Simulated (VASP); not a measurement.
**Run report: PtTe2, geometry relaxation (part 2 of 3)**

Continued. System: PtTe2 (P-3m1, 3 atoms in the cell). Method: Kohn-Sham DFT of a periodic cell, PBE, VASP PAW PBE potentials, recommended, no spin polarisation (VASP 6.6.1); cutoff 600 eV, 12×12×7 k-mesh, methfessel-paxton of 0.1 eV. The structure derives from an entry of the Crystallography Open Database.

Geometry of the input (Å; fractional positions):
```
4.0876  0.0000  0.0000
-2.0438  3.5400  0.0000
0.0000  -0.0000  5.3417
Te 0.3333  0.6667  0.2551
Te 0.6667  0.3333  0.7449
Pt 0.0000  0.0000  0.0000
```

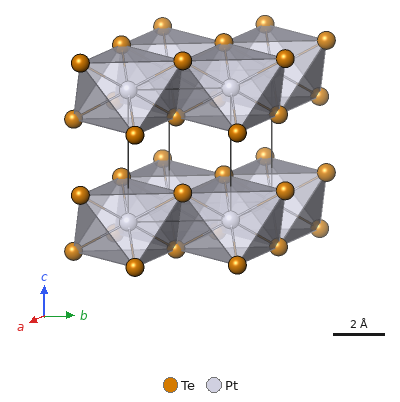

Fig. 1: The starting structure (polyhedral view of the cell of the calculation, seen slightly off an axis; polyhedra are completed across the faces of the cell).

### Parts of OUTCAR, continued
```
   k-points           NKPTS =    112   k-points in BZ     NKDIM =    112   number of bands    NBANDS=     15
   number of dos      NEDOS =    301   number of ions     NIONS =      3
   total plane-waves  NPLWV =  62208
   dimension x,y,z NGX =    36 NGY =   36 NGZ =   48
   dimension x,y,z NGXF=    72 NGYF=   72 NGZF=   96
   ions per type =               2   1
   NGX,Y,Z   is equivalent  to a cutoff of  14.64, 14.64, 14.94 a.u.
   NGXF,Y,Z  is equivalent  to a cutoff of  29.28, 29.28, 29.88 a.u.
 SYSTEM =  unknown system
   PREC   = accura    normal or accurate (medium, high low for compatibility)
   ISTART =      0    job   : 0-new  1-cont  2-samecut
   ICHARG =      2    charge: 1-file 2-atom 10-const
   ISPIN  =      1    spin polarized calculation?
   LNONCOLLINEAR =      F non collinear calculations
   LSORBIT =      F    spin-orbit coupling
   LASPH  =      T    aspherical Exc in radial PAW
   ENCUT  =  600.0 eV  44.10 Ry    6.64 a.u.   8.16  8.16 10.67*2*pi/ulx,y,z
   NELM   =     80;   NELMIN=  2; NELMDL= -5     # of ELM steps
   EDIFF  = 0.1E-06   stopping-criterion for ELM
   LREAL  =      F    real-space projection
   EDIFFG = -.5E-02   stopping-criterion for IOM
   NSW    =     90    number of steps for IOM
   IBRION =      2    ionic relax: 0-MD 1-quasi-New 2-CG
   NFREE  =      1    steps in history (QN), initial steepest desc. (CG)
   ISIF   =      3    stress and relaxation
   ISYM   =      2    0-nonsym 1-usesym 2-fastsym
   POTIM  = 0.5000    time-step for ionic-motion
   TEBEG  =    0.0;   TEEND  =   0.0 temperature during run
   PSTRESS=    0.0 pullay stress
   NELECT =      22.0000    total number of electrons
   NUPDOWN=      -1.0000    fix difference up-down
   EMIN   =  10.00;   EMAX   =-10.00  energy-range for DOS
   EFERMI =   0.00;   METHOD = LEGACY
   ISMEAR =     1;   SIGMA  =   0.10  broadening in eV -4-tet -1-fermi 0-gaus
   EFERMI_NEDOS =   21; number of points for ismear=-14 and -15
   IALGO  =     38    algorithm
   IMIX   =      4    mixing-type and parameters
     AMIX     =   0.40;   BMIX     =  1.00
     AMIX_MAG =   1.60;   BMIX_MAG =  1.00
  volume/ion in A,a.u.               =      25.77       173.87
  Fermi-wavevector in a.u.,A,eV,Ry     =   1.076874  2.034997 15.778111  1.159658
  Thomas-Fermi vector in A             =   2.212771
   LORBIT       =      0    0 simple, 1 ext, 2 COOP (PROOUT), +10 PAW based schemes
   GGA     = PE    functional components
   LHFCALC =     F    Hartree Fock is set to
   AEXX    =    0.0000 exact exchange contribution
   IVDW    =     0    specifies the selected vdW correction
   LEPSILON=     F    determine dielectric tensor
   LRPA    =     F    only Hartree local field effects (RPA)
 conjugate gradient relaxation of ions
 non-spin polarized calculation
 Methfessel and Paxton  Order N= 1 SIGMA  =   0.10
  energy-cutoff  :      600.00
  volume of cell :       77.30
 maximum number of plane-waves:      2607
 NGX is ok and might be reduce to    36
   NGX = 17   NGY = 17   NGZ = 21

--------------------------------------- Ionic step        1  -------------------------------------------

 number of electron      21.9999999 magnetization

 Free energy of the ion-electron system (eV)
  ---------------------------------------------------
  ext. energy  EPLUGINS =         0.00000000
  ---------------------------------------------------
  free energy    TOTEN  =       -13.57058530 eV

  energy without entropy =      -13.57097645  energy(sigma->0) =      -13.57071568

------------------------ aborting loop because EDIFF is reached ----------------------------------------

  FORCE on cell =-STRESS in cart. coord.  units (eV):
  Direction    XX          YY          ZZ          XY          YZ          ZX
  --------------------------------------------------------------------------------------
  -------------------------------------------------------------------------------------
  Total        0.0065911      0.0065911      0.0239794      0.0000000      0.0000000      0.0000000
  in kB        0.1366212      0.1366212      0.4970463      0.0000000      0.0000000      0.0000000
  external PRESSURE =       0.2567629 kB  Pullay stress =       0.0000000 kB

 VOLUME and BASIS-vectors are now :
 -----------------------------------------------------------------------------
  energy-cutoff  :      600.00
  volume of cell :       77.30
      direct lattice vectors                 reciprocal lattice vectors
     4.087635497  0.000000000  0.000000000     0.244640208  0.141243090  0.000000000
    -2.043817749  3.539996182  0.000000000     0.000000000  0.282486180  0.000000000
     0.000000000  0.000000000  5.341670418     0.000000000  0.000000000  0.187207357

 POSITION                                       TOTAL-FORCE (eV/Angst)
 -----------------------------------------------------------------------------------
     -0.00000      2.36000      1.36288        -0.000000      0.000000     -0.007345
      2.04382      1.18000      3.97879         0.000000     -0.000000      0.007345
      0.00000      0.00000      0.00000         0.000000      0.000000      0.000000
 -----------------------------------------------------------------------------------
    total drift:                                0.000000     -0.000000      0.000000

  FREE ENERGIE OF THE ION-ELECTRON SYSTEM (eV)
  ---------------------------------------------------
  free  energy   TOTEN  =       -13.5705853001 eV

  energy  without entropy=      -13.5709764518  energy(sigma->0) =      -13.57071568

--------------------------------------- Ionic step        2  -------------------------------------------

 number of electron      21.9999999 magnetization

------------------------ aborting loop because EDIFF is reached ----------------------------------------

  FORCE on cell =-STRESS in cart. coord.  units (eV):
  Direction    XX          YY          ZZ          XY          YZ          ZX
  --------------------------------------------------------------------------------------
  -------------------------------------------------------------------------------------
  Total       -0.0088840     -0.0088840      0.0126836     -0.0000000      0.0000000     -0.0000000
  in kB       -0.1840389     -0.1840389      0.2627489     -0.0000000      0.0000000     -0.0000000
  external PRESSURE =      -0.0351096 kB  Pullay stress =       0.0000000 kB

 VOLUME and BASIS-vectors are now :
 -----------------------------------------------------------------------------
  energy-cutoff  :      600.00
  volume of cell :       77.34
      direct lattice vectors                 reciprocal lattice vectors
     4.088068750 -0.000000000  0.000000000     0.244614281  0.141228121 -0.000000000
    -2.044034375  3.540371390  0.000000000     0.000000000  0.282456243 -0.000000000
     0.000000000  0.000000000  5.343730219     0.000000000  0.000000000  0.187135196

 POSITION                                       TOTAL-FORCE (eV/Angst)
 -----------------------------------------------------------------------------------
     -0.00000      2.36025      1.36306        -0.000000     -0.000000     -0.009843
      2.04403      1.18012      3.98068         0.000000      0.000000      0.009843
      0.00000     -0.00000      0.00000         0.000000      0.000000     -0.000000
 -----------------------------------------------------------------------------------
    total drift:                                0.000000      0.000000     -0.000000

  FREE ENERGIE OF THE ION-ELECTRON SYSTEM (eV)
  ---------------------------------------------------
  free  energy   TOTEN  =       -13.5705963269 eV

  energy  without entropy=      -13.5709794887  energy(sigma->0) =      -13.57072405

--------------------------------------- Ionic step        3  -------------------------------------------

 number of electron      21.9999999 magnetization

------------------------ aborting loop because EDIFF is reached ----------------------------------------

  FORCE on cell =-STRESS in cart. coord.  units (eV):
  Direction    XX          YY          ZZ          XY          YZ          ZX
  --------------------------------------------------------------------------------------
  -------------------------------------------------------------------------------------
  Total       -0.0438856     -0.0438856     -0.0173122      0.0000000     -0.0000000     -0.0000000
  in kB       -0.9081960     -0.9081960     -0.3582686      0.0000000     -0.0000000     -0.0000000
  external PRESSURE =      -0.7248869 kB  Pullay stress =       0.0000000 kB

 VOLUME and BASIS-vectors are now :
 -----------------------------------------------------------------------------
  energy-cutoff  :      600.00
  volume of cell :       77.42
      direct lattice vectors                 reciprocal lattice vectors
     4.088806057 -0.000000000  0.000000000     0.244570172  0.141202655 -0.000000000
    -2.044403029  3.541009917  0.000000000     0.000000000  0.282405309 -0.000000000
     0.000000000  0.000000000  5.347235572     0.000000000  0.000000000  0.187012520

 POSITION                                       TOTAL-FORCE (eV/Angst)
 -----------------------------------------------------------------------------------
     -0.00000      2.36067      1.36335        -0.000000     -0.000000     -0.014206
      2.04440      1.18034      3.98389         0.000000      0.000000      0.014206
      0.00000     -0.00000      0.00000         0.000000      0.000000     -0.000000
 -----------------------------------------------------------------------------------
    total drift:                               -0.000000     -0.000000      0.000000

  FREE ENERGIE OF THE ION-ELECTRON SYSTEM (eV)
  ---------------------------------------------------
  free  energy   TOTEN  =       -13.5705962586 eV

  energy  without entropy=      -13.5709639335  energy(sigma->0) =      -13.57071882

--------------------------------------- Ionic step        4  -------------------------------------------

 number of electron      21.9999999 magnetization

------------------------ aborting loop because EDIFF is reached ----------------------------------------

  FORCE on cell =-STRESS in cart. coord.  units (eV):
  Direction    XX          YY          ZZ          XY          YZ          ZX
  --------------------------------------------------------------------------------------
  -------------------------------------------------------------------------------------
  Total       -0.0328311     -0.0328311     -0.0086527      0.0000000      0.0000000      0.0000000
  in kB       -0.6796837     -0.6796837     -0.1791326      0.0000000      0.0000000      0.0000000
  external PRESSURE =      -0.5128334 kB  Pullay stress =       0.0000000 kB

 VOLUME and BASIS-vectors are now :
 -----------------------------------------------------------------------------
  energy-cutoff  :      600.00
  volume of cell :       77.39
      direct lattice vectors                 reciprocal lattice vectors
     4.088531860 -0.000000000  0.000000000     0.244586574  0.141212124 -0.000000000
    -2.044265930  3.540772455  0.000000000     0.000000000  0.282424249 -0.000000000
     0.000000000  0.000000000  5.345931965     0.000000000  0.000000000  0.187058123

 POSITION                                       TOTAL-FORCE (eV/Angst)
 -----------------------------------------------------------------------------------
     -0.00000      2.36051      1.36324        -0.000000      0.000000     -0.012664
      2.04427      1.18026      3.98269         0.000000     -0.000000      0.012664
     -2.04427      3.54077      0.00000        -0.000000      0.000000      0.000000
 -----------------------------------------------------------------------------------
    total drift:                                0.000000     -0.000000      0.000000

  FREE ENERGIE OF THE ION-ELECTRON SYSTEM (eV)
  ---------------------------------------------------
  free  energy   TOTEN  =       -13.5705990915 eV

  energy  without entropy=      -13.5709722214  energy(sigma->0) =      -13.57072347

--------------------------------------- Ionic step        5  -------------------------------------------

 number of electron      21.9999999 magnetization

------------------------ aborting loop because EDIFF is reached ----------------------------------------

  FORCE on cell =-STRESS in cart. coord.  units (eV):
  Direction    XX          YY          ZZ          XY          YZ          ZX
  --------------------------------------------------------------------------------------
  -------------------------------------------------------------------------------------
  Total       -0.0309513     -0.0309513     -0.0076239      0.0000000     -0.0000000      0.0000000
  in kB       -0.6407223     -0.6407223     -0.1578231      0.0000000     -0.0000000      0.0000000
  external PRESSURE =      -0.4797559 kB  Pullay stress =       0.0000000 kB

 VOLUME and BASIS-vectors are now :
```
